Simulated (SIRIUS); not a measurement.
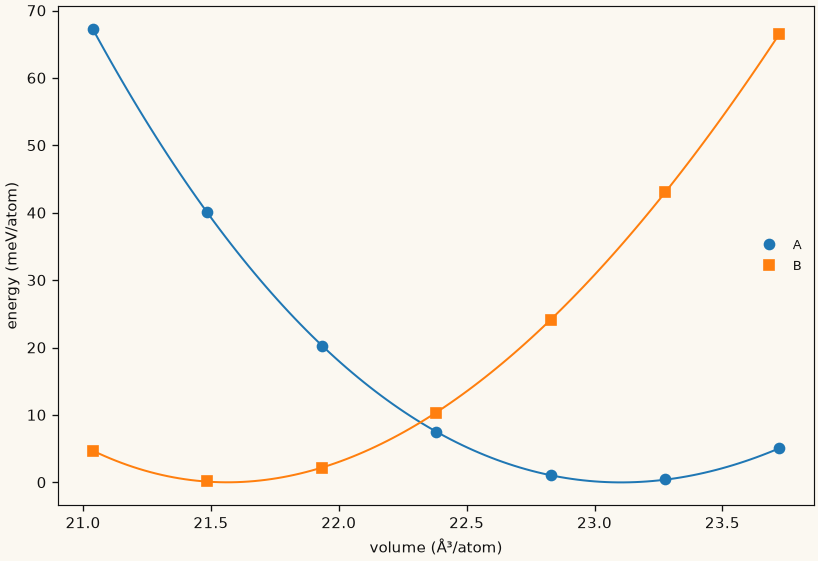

The plot gives the computed energy against volume, with one curve for each functional, for Hf (space group P6_3/mmc). The labels are replaced by letters. In alphabetical order the cases are: PBEsol; RPBE.

How it was computed, with SIRIUS 7.12.0: all-electron LAPW DFT, no spin polarisation; energies at scaled volumes of the given cell, shape and fractions fixed, counted from the fit's minimum, third-order Birch-Murnaghan fit. All runs: no spin polarisation.

- k mesh: 10×10×5
- occupations: Fermi–Dirac
- smearing width: 0.05 eV
- potentials: all electron FP LAPW

**Which letter stands for which functional?**

A: RPBE; B: PBEsol.

Caveats: shape and atomic fractions are frozen while scaling, which makes layered, chain and framework solids too stiff.
